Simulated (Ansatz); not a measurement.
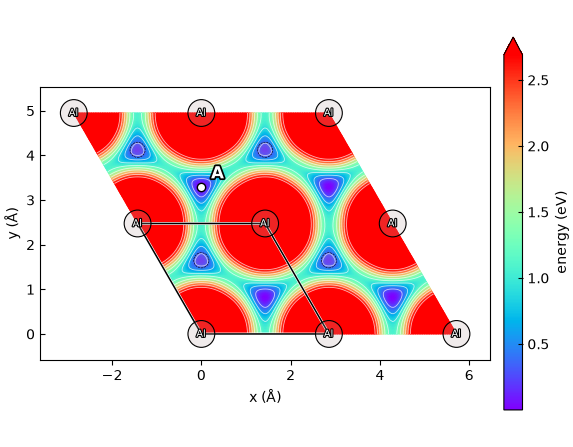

O on an Al(111) slab cut from the Fm-3m phase, its upper half relaxed before the scan (3 atoms of substrate and one adsorbate in a 1 × 1 cell). 
- O is moved over the surface cell; relaxed at each place: the height of the adsorbate's atoms; substrate rigid; the origin of the map has the adsorbate above Al3.
- Places are given modulo a cell vector. The map is drawn in real space over the plane of the surface.
- The scan uses a 6 × 6 grid; 10 points were computed and 26 follow by symmetry.
- Energies: eV, counted from the lowest grid point.
- With one adsorbate in each 1 × 1 cell, its nearest image is 2.9 Å away, so neighbouring adsorbates interact.
- Computed with DFT PBE, scalar-relativistic, plane waves, PAW (Ansatz 0.2.0). Settings: cutoff 420 eV, k-mesh 9×9×1, gaussian smearing 0.1 eV, no spin polarisation.

In the figure: a smooth colour map with a few white contour lines, labelled circles for the atoms of the top layer and small ones for the second layer, the outline of one cell of the 2 × 2 shown, one colour for all values above the top of the scale, the point A. Between grid points the surface is interpolated.

What is the easiest way out of the well at A, and how high is the barrier?

The easiest path leads from the well at a threefold hollow over a third-layer Al atom, (4/6, 2/6) of the cell vectors to the well at a threefold hollow over a second-layer Al atom, (2/6, 4/6) of the cell vectors, about 0.17 eV higher. Its highest point lies about 1.1 eV above the bottom of the first well on the interpolated surface, at a bridge site between two Al atoms, (3/6, 0/6) of the cell vectors. Seen from the upper well the barrier is about 0.91 eV. This is the barrier on the constrained surface; relaxing the other coordinates would change it.

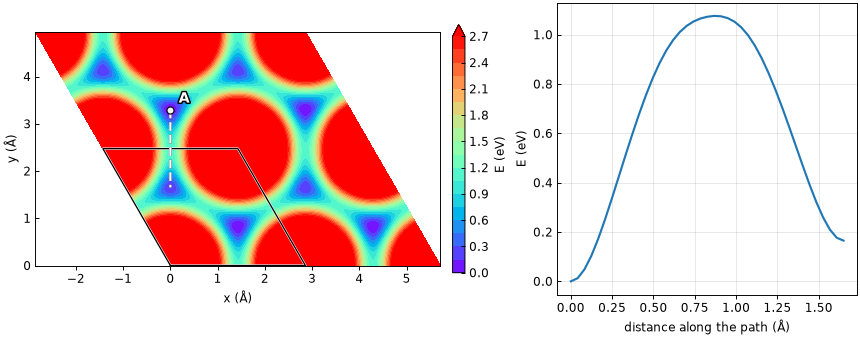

In the figure: filled contours, a line along the lowest path, the outline of one cell of the 2 × 2 shown, one colour for all values above the top of the scale, the energy along the path at the right. Between grid points the surface is interpolated.
